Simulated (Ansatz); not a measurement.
**Moving the knobs of a GW run on ZnSe (Stilleite)**

A base run on ZnSe (Stilleite), then changed inputs.

Calculated with Ansatz 0.2.0; G0W0 on PBE, plane waves, PAW.

## (1) Set-up

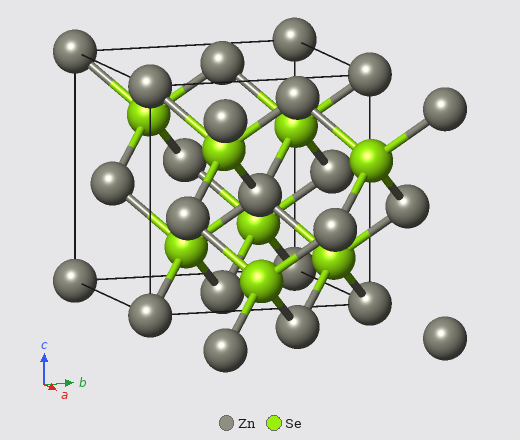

The cell as given, slightly off an axis (zinc grey, selenium green). 2×1×1 cells are drawn. This picture shows the conventional cell, with its axes. Bonds to atoms that aren't drawn are left out. Some periodic images of atoms are drawn too.

The cell and positions come from the Crystallography Open Database and are kept as given unless a step says otherwise. The default PAW set here is soft_1. Its files were made with PBE.

## (2) The base run: 4×4×4 mesh, 135 empty bands, screening to 120 eV

Now the one-shot GW correction: screening in the RPA, then the self-energy of the levels asked for.

input.yaml

```yaml
crystal:
  lattice:
    - [0.0, 2.8338, 2.8338]
    - [2.8338, 0.0, 2.8338]
    - [2.8338, 2.8338, 0.0]
  atoms:
    - { symbol: Zn, position: [0.0, 0.0, 0.0] }
    - { symbol: Se, position: [0.25, 0.25, 0.25] }
kpoints:
  mp_grid: { grid: [4, 4, 4] }
hamiltonian:
  xc: pbe
  pseudopotentials: { kind: paw, azcp: { folder: "./paw" } }
scf:
  occupations: { method: fixed }
gw:
  n_empty_bands: 135
  ecut_chi: 120
  qp_bands: [v2, c2]
  qp_kpoints: band_edges
  screening: { model: contour_deformation }
```

On the command line:

```sh
> ansatz run input.yaml --threads 3 --pin off --max-ram 92160MiB --backend cuda --events-out ev --progress --plain --runs-dir out --devices 1 --max-vram 13GiB
```

Numbers of over 12 decimals in the logs are rounded to 6 here.

Output:

```text
GPUs: using 1 of 1 available (devices: 1).
Engine: ansatz 0.2.0, x86_64-unknown-linux-gnu
Pseudopotentials: kind: paw
Pseudopotential: Zn, paw, valence charge 12, recommended cutoff 420 eV (normal), <dir>
Pseudopotential: Se, paw, valence charge 16, recommended cutoff 420 eV (normal), <dir>
Functional definition: PBE
  parameter kappa = 0.804
  parameter beta = 0.066725
  exchange = pbe_x(kappa = kappa, mu = beta*pi^2/3)
  correlation = pbe_c(beta = beta)
device memory: the entry about to start is reckoned to put 0.8 GiB on a device that reports 55.5 GiB free (of which the cap on the GPU budget leaves the run 13.0 GiB)
GPU FFT provider: cuFFT
GPU libraries: cuBLAS 13.8.2, cuFFT 12.4.0, cuSOLVER 12.3.4
Crystal: 2 atoms, lattice volume = 45.513 Å³
Basis set: ecut = 420 eV, 893 PW (Γ)
Bands: 18, of which v1, the nominal top of the filled ones, is band 14 counted from 1 (13 counted from 0)
Symmetry: 24 space group operations
Space group: F-43m (ITA 216), of the structure as read, at distance tolerance 3.6e-5 Å
k-points: 8 of 64 (time reversal used)
Non-local potential: Zn, projectors of the file, l = 0: 2, l = 1: 2, l = 2: 3, l = 3: 1
Non-local potential: Se, projectors of the file, l = 0: 2, l = 1: 2, l = 2: 3, l = 3: 1
PAW form: soft (Blöchl's): semilocal exchange-correlation on the pseudo side does not see the compensation charge
PAW one-centre angular grid: Zn, 590 points (default); XC on 64 Gauss nodes
PAW one-centre angular grid: Se, 590 points (default); XC on 64 Gauss nodes
Initial density: superposition of atomic densities (chi_scale 0.1, normalization cell, long waves kept (reshape's long-wave potential 0.00 eV rms))
Initial wavefunctions: pseudopotential atomic-orbital guess
GPU buffer pool allocated for 19683 grid points (all kernels)
GPU transforms: local potential and band sums: pruned to the plane-wave sphere, on 25×27×27
Functional: x = pbe(κ = 0.804, μ = 0.219515), c = pbe(β = 0.066725)
SCF iter   1: F=—  HF=-8789.797132 eV  |F-HF|=—  |Δ(HF+E_count)|=         —  Δρ=6.17e-2  dr2=1.04e0  ethr=3.10e-3  ⟨swp⟩=4.5  Hψ=693  notcnv=0  defer=9
preconditioner: auto → none  [insulator: Δε(μ)=1.156 eV  Ē_g=12.737 eV  n_scr=14 (ndim 8)  ℏωp=23.4 eV  f_vac=0.060  ε∞_Penn≈4.4]
SCF iter   2: F=—  HF=-8789.559638 eV  |F-HF|=—  |Δ(HF+E_count)|=   2.37e-1  Δρ=2.53e-2  dr2=1.92e-1  ethr=3.10e-3  ⟨swp⟩=2.9  Hψ=316  notcnv=0  defer=12
SCF iter   3: F=—  HF=-8789.476228 eV  |F-HF|=—  |Δ(HF+E_count)|=   8.34e-2  Δρ=1.25e-2  dr2=3.75e-2  ethr=6.85e-4  ⟨swp⟩=2.0  Hψ=294  notcnv=0  defer=10
SCF iter   4: F=—  HF=-8789.470631 eV  |F-HF|=—  |Δ(HF+E_count)|=   5.60e-3  Δρ=2.66e-3  dr2=1.87e-3  ethr=1.34e-4  ⟨swp⟩=2.1  Hψ=295  notcnv=0  defer=11
[...]
E_nonlocal   = 466.100587
  E_hartree    = 2239.727035
  E_xc         = -163.617565
  E_vxc        = -141.509393  (∫ρ·V_xc dr)
  E_paw        = -4028.237027  (= ΣΔE_a)
  E_vpaw       = -608.804415  (= ΣTr[D̂ρ^β])
  E_aug_tail   = -0.000658  (compensation charges beyond the density's cutoff)
  E_ewald      = -2720.942845
  E_smearing   = -0.000000  (= −TS)
  E_closure    = -0.000000  (closes the sum)
  Σ components = -8789.471094   (vs F -8789.471094, Δ=0.00e0)
--- Band table (eV; the first three rows and the last of 8) ---
  k-point 0: bands = [... 10 lower, 0.3688, 6.5715, 6.5715, 6.5715, 7.8437, 12.3580, 12.3580, 12.3580]
  k-point 1: bands = [... 10 lower, 0.3689, 3.5166, 6.0928, 6.0928, 9.3014, 12.9914, 12.9914, 13.1239]
  k-point 2: bands = [... 10 lower, 0.5286, 1.3321, 5.7003, 5.7003, 9.0970, 12.9407, 12.9407, 15.1300]
  k-point 7: bands = [... 10 lower, 0.6704, 1.8718, 3.8029, 3.9014, 12.0424, 12.1048, 13.5197, 14.2738]
--- G₀W₀: contour deformation, 7 samples at zero and on the imaginary axis and 2 off it, 64 q-points, 135 empty bands' worth ---
  eigenvalues of the whole cell's RPA ε∞ on this k-mesh (on a slab, of 1 + 4πα/V) = 13.6614, 13.6614, 13.6614; static W/v taken at q = 0 is 0.073199
  bands read: the sum over 149 bands ends inside a degenerate multiplet in 4 slots, whose members it reads at an even weight; the widest, k=0: bands 148 to 150 (counted from 1) at 2/3 each
  gw.qp_kpoints: band_edges: 7 of 8 stored k-points solved, in 1 pass; an edge of the gap read off the rows below is read off those points alone
    valence top: of the k-points left out ik 5 came nearest to being solved in a further pass, in band 14 (counted from 1, as in the quasiparticle table): it holds the edge there only if its correction is more favourable than any solved in that band by at least 0.913 eV; those differ by 0.089 eV
    conduction bottom: of the k-points left out ik 5 came nearest to being solved in a further pass, in band 15 (counted from 1, as in the quasiparticle table): it holds the edge there only if its correction is more favourable than any solved in that band by at least 2.471 eV; those differ by 0.381 eV
    ik  band        ε_KS         Σx   Σc(E_QP)       V_xc       Z   E_QP_lin       E_QP  E_QP is
     0    13      6.5715   -21.9636     2.3837   -18.8638  0.7520     5.8337     5.8555  root
     0    14      6.5715   -21.9636     2.3837   -18.8638  0.7520     5.8337     5.8555  root
     0    15      7.8437    -9.5176    -3.9960   -13.8337  0.7765     8.1668     8.1637  root
     0    16     12.3580    -6.9147    -4.4966   -11.6435  0.7612    12.5920    12.5901  root
     1    13      6.0928   -21.0947     2.4241   -17.9308  0.7496     5.3287     5.3530  root
     1    14      6.0928   -21.0947     2.4241   -17.9308  0.7496     5.3287     5.3530  root
     1    15      9.3014    -8.9730    -4.1261   -13.4090  0.7716     9.6144     9.6114  root
     1    16     12.9914    -7.1678    -4.6159   -12.0171  0.7544    13.2266    13.2248  root
[...]
7    13      3.8029   -20.3803     3.2487   -16.2508  0.7257     2.8751     2.9221  root
     7    14      3.9014   -16.7546     2.5711   -13.3882  0.7316     3.0713     3.1061  root
     7    15     12.0424    -8.0674    -4.0250   -12.1054  0.7643    12.0554    12.0554  root
     7    16     12.1048   -10.1055    -4.8010   -15.4024  0.7430    12.6110    12.6007  root
[key lines of the parts left out:]
SCF converged after 8 iterations
Free energy (F): -8789.471094 eV
Fermi energy:    6.571547 eV
```

Run time: 19 s. Hardware: 1 × NVIDIA H100 80GB HBM3 (shared by 6 runs) with 3 threads of AMD EPYC 7R13 (Zen 3), shared host; peak memory 1.1 GiB.

This step gave:

| Quantity | Value |
| --- | --- |
| bands summed | 149 |
| RPA ε∞ on this mesh (eigenvalues) | 13.66, 13.66, 13.66 |
| plane waves in the screening matrix | 137 |
| q-points in the mesh | 64 |
| G0W0 gap on the mesh | 2.308 eV |
| k of the valence top | 0, 0, 0 |
| k of the conduction bottom | 0, 0, 0 |
| starting gap on the mesh | 1.272 eV |
| Z at the valence top | 0.7520 |
| Z at the conduction bottom | 0.7765 |
| least direct G0W0 gap on the computed points | 2.308 eV |

The gap on the mesh goes from 1.27 eV to 2.31 eV, a correction of +1.04 eV. Between the two edge states, bare exchange in place of the xc potential would open the gap by 7.42 eV, and correlation takes back 6.38 eV.

## (3) Variant: coarser q mesh

Edit input.yaml of step 2 so:

```diff
@@ -16,4 +16,4 @@
 gw:
-  n_empty_bands: 135
-  ecut_chi: 120
+  n_empty_bands: 103
+  ecut_chi: 100
   qp_bands: [v2, c2]
@@ -21 +21,2 @@
   screening: { model: contour_deformation }
+  q_mesh: [2, 2, 2]
```

Output:

```text
GPUs: using 1 of 1 available (devices: 1).
[...]
GPU FFT provider: cuFFT
GPU libraries: cuBLAS 13.8.2, cuFFT 12.4.0, cuSOLVER 12.3.4
Crystal: 2 atoms, lattice volume = 45.513 Å³
Basis set: ecut = 420 eV, 893 PW (Γ)
Bands: 18, of which v1, the nominal top of the filled ones, is band 14 counted from 1 (13 counted from 0)
[... 1 set-up line as in the run before ...]
[...]
k-points: 8 of 64 (time reversal used)
[...]
GPU buffer pool allocated for 19683 grid points (all kernels)
[...]
SCF iter   1: F=—  HF=-8789.797132 eV  |F-HF|=—  |Δ(HF+E_count)|=         —  Δρ=6.17e-2  dr2=1.04e0  ethr=3.10e-3  ⟨swp⟩=4.5  Hψ=693  notcnv=0  defer=9
[...]
SCF iter   8: F=-8789.471094 eV  HF=-8789.471094 eV  |F-HF|=2.26e-8  |Δ(HF+E_count)|=   6.91e-8  Δρ=1.13e-5  dr2=3.16e-8  ethr=3.57e-10  ⟨swp⟩=5.0  Hψ=629  notcnv=0
SCF 1 converged in 8 iterations: F = -8789.471094 eV  dr2 = 3.16e-8
[...]
NSCF: frozen V_eff on 8 k-points
[...]
G₀W₀ screening: q 1/3
[... further progress lines ...]
[...]
SCF converged after 8 iterations
Free energy (F): -8789.471094 eV
[...]
Internal energy: -8789.471094 eV  (E = F + TS)
E sigma→0 (E₀):  -8789.471094 eV
Fermi energy:    6.571547 eV
[...]
--- Band table (eV; the first three rows and the last of 8) ---
  k-point 0: bands = [... 10 lower, 0.3688, 6.5715, 6.5715, 6.5715, 7.8437, 12.3580, 12.3580, 12.3580]
  k-point 1: bands = [... 10 lower, 0.3689, 3.5166, 6.0928, 6.0928, 9.3014, 12.9914, 12.9914, 13.1239]
  k-point 2: bands = [... 10 lower, 0.5286, 1.3321, 5.7003, 5.7003, 9.0970, 12.9407, 12.9407, 15.1300]
  k-point 7: bands = [... 10 lower, 0.6704, 1.8718, 3.8029, 3.9014, 12.0424, 12.1048, 13.5197, 14.2738]
[...]
0    13      6.5715   -22.9921     3.4247   -18.8638  0.7171     5.8321     5.8680  root
     0    14      6.5715   -22.9921     3.4247   -18.8638  0.7171     5.8321     5.8680  root
     0    15      7.8437    -8.4768    -4.9405   -13.8337  0.7350     8.2699     8.2601  root
     0    16     12.3580    -6.4685    -4.9649   -11.6435  0.7275    12.5703    12.5680  root
     1    13      6.0928   -21.9143     3.3113   -17.9308  0.7173     5.3888     5.4206  root
     1    14      6.0928   -21.9143     3.3113   -17.9308  0.7173     5.3888     5.4206  root
     1    15      9.3014    -8.0951    -4.9325   -13.4090  0.7338     9.6910     9.6828  root
     1    16     12.9914    -6.9310    -4.9131   -12.0171  0.7292    13.1660    13.1645  root
[...]
7    13      3.8029   -20.5816     3.5704   -16.2508  0.7065     2.9960     3.0426  root
     7    14      3.9014   -16.8608     2.8223   -13.3882  0.7173     3.2214     3.2511  root
     7    15     12.0424    -7.7611    -4.3935   -12.1054  0.7357    11.9933    11.9932  root
     7    16     12.1048   -10.0225    -4.9349   -15.4024  0.7260    12.5615    12.5498  root
```

Run time: 13 s. Hardware: 1 × NVIDIA H100 80GB HBM3 (shared by 6 runs) with 3 threads; peak memory 1 GiB.

Against the base:

```tsv
setting	base	variant
empty bands	135	103
screening cutoff (eV)	120	100
q mesh	-	[2, 2, 2]
```

```tsv
quantity	variant	base
starting gap on the mesh	1.272	1.272
G0W0 gap on the mesh	2.392	2.308
least direct G0W0 gap on the computed points	2.392	2.308
Z at the valence top	0.717	0.752
Z at the conduction bottom	0.735	0.776
```

## (4) Variant: guard bands

Edit input.yaml of step 3 so:

```diff
@@ -16,4 +16,4 @@
 gw:
-  n_empty_bands: 103
-  ecut_chi: 100
+  n_empty_bands: 73
+  ecut_chi: 80
   qp_bands: [v2, c2]
@@ -21,2 +21,2 @@
   screening: { model: contour_deformation }
-  q_mesh: [2, 2, 2]
+  n_guard_bands: 0
```

Output:

```text
GPUs: using 1 of 1 available (devices: 1).
[...]
GPU FFT provider: cuFFT
GPU libraries: cuBLAS 13.8.2, cuFFT 12.4.0, cuSOLVER 12.3.4
Crystal: 2 atoms, lattice volume = 45.513 Å³
Basis set: ecut = 420 eV, 893 PW (Γ)
Bands: 18, of which v1, the nominal top of the filled ones, is band 14 counted from 1 (13 counted from 0)
[... 1 set-up line as in the run before ...]
[...]
k-points: 8 of 64 (time reversal used)
[...]
GPU buffer pool allocated for 19683 grid points (all kernels)
[...]
SCF iter   1: F=—  HF=-8789.797132 eV  |F-HF|=—  |Δ(HF+E_count)|=         —  Δρ=6.17e-2  dr2=1.04e0  ethr=3.10e-3  ⟨swp⟩=4.5  Hψ=693  notcnv=0  defer=9
[...]
SCF iter   8: F=-8789.471094 eV  HF=-8789.471094 eV  |F-HF|=2.26e-8  |Δ(HF+E_count)|=   6.91e-8  Δρ=1.13e-5  dr2=3.16e-8  ethr=3.57e-10  ⟨swp⟩=5.0  Hψ=629  notcnv=0
SCF 1 converged in 8 iterations: F = -8789.471094 eV  dr2 = 3.16e-8
[...]
G₀W₀ screening: q 1/8
[... further progress lines ...]
[...]
SCF converged after 8 iterations
Free energy (F): -8789.471094 eV
[...]
Internal energy: -8789.471094 eV  (E = F + TS)
E sigma→0 (E₀):  -8789.471094 eV
Fermi energy:    6.571547 eV
[...]
--- Band table (eV; the first three rows and the last of 8) ---
  k-point 0: bands = [... 10 lower, 0.3688, 6.5715, 6.5715, 6.5715, 7.8437, 12.3580, 12.3580, 12.3580]
  k-point 1: bands = [... 10 lower, 0.3689, 3.5166, 6.0928, 6.0928, 9.3014, 12.9914, 12.9914, 13.1239]
  k-point 2: bands = [... 10 lower, 0.5286, 1.3321, 5.7003, 5.7003, 9.0970, 12.9407, 12.9407, 15.1300]
  k-point 7: bands = [... 10 lower, 0.6704, 1.8718, 3.8029, 3.9014, 12.0424, 12.1048, 13.5197, 14.2738]
[...]
0    13      6.5715   -21.9636     2.5245   -18.8638  0.7538     5.9838     5.9963  root
     0    14      6.5715   -21.9636     2.5245   -18.8638  0.7538     5.9838     5.9963  root
     0    15      7.8437    -9.5176    -3.8338   -13.8337  0.7768     8.3337     8.3259  root
     0    16     12.3580    -6.9147    -4.3806   -11.6435  0.7613    12.7106    12.7061  root
     1    13      6.0928   -21.0947     2.5636   -17.9308  0.7512     5.4784     5.4925  root
     1    14      6.0928   -21.0947     2.5636   -17.9308  0.7512     5.4784     5.4925  root
     1    15      9.3014    -8.9730    -3.9753   -13.4090  0.7720     9.7695     9.7622  root
     1    16     12.9914    -7.1678    -4.5024   -12.0171  0.7547    13.3425    13.3384  root
[...]
7    13      3.8029   -20.3803     3.3318   -16.2508  0.7268     2.9699     3.0052  root
     7    14      3.9014   -16.7546     2.6996   -13.3882  0.7323     3.2127     3.2345  root
     7    15     12.0424    -8.0674    -3.9335   -12.1054  0.7649    12.1472    12.1469  root
     7    16     12.1048   -10.1055    -4.6286   -15.4024  0.7439    12.7942    12.7731  root
```

Run time: 17 s. Hardware: 1 × NVIDIA H100 80GB HBM3 (shared by 6 runs) with 3 threads; peak memory 0.99 GiB; 6 s of CPU time.

The G0W0 gap on the mesh is 2.330 eV.

Against the base:

```tsv
setting	base	variant
empty bands	135	73
screening cutoff (eV)	120	80
n guard bands	-	0
```

```tsv
quantity	variant	base
starting gap on the mesh	1.272	1.272
G0W0 gap on the mesh	2.330	2.308
least direct G0W0 gap on the computed points	2.330	2.308
Z at the valence top	0.754	0.752
Z at the conduction bottom	0.777	0.776
```

## (5) Summary of results

- base: 2.31 eV, 19 s
- coarser q mesh: 2.39 eV, 13 s
- guard bands: 2.33 eV, 17 s

What this shows: Coarser q mesh: the gap moves by +0.08 eV; such settings are too crude to quote. The variant differs from the base in empty bands, screening cutoff and q mesh together, so the change can't be laid to one of them. Guard bands: the gap moves by +0.02 eV. The variant differs from the base in empty bands, screening cutoff and n guard bands together, so the change can't be laid to one of them. All runs here use a coarse mesh and modest cutoffs; they test settings and are not final values. The 4×4×4 mesh is coarse for this cell (its supercell is 16 Å along the shortest edge). The RPA ε∞ on it, from the PBE start, is 13.66; such meshes misread the long-range screening, most where the gap is narrow. The many-body steps are scalar-relativistic: spin-orbit coupling is not in them.

[Paths, hosts, dates, memory and timing lines, banners, echoed tables and standing remarks are left out of the program output.]

[Logs are printed without paths, hosts, clocks, repeated set-up lines and the standing remarks that a program may print on its own settings, such as how far it seeks lower states.]

[Runs of the session that timed out or met a known fault of the program may be left out.]

[Cells called generated may have been cut or substituted from an entry of the Crystallography Open Database or the Materials Project.]

[Hosts, paths, dates, database ids (printed as entryN), source tags and the programs' standing remarks are cut or masked in the printed files.]
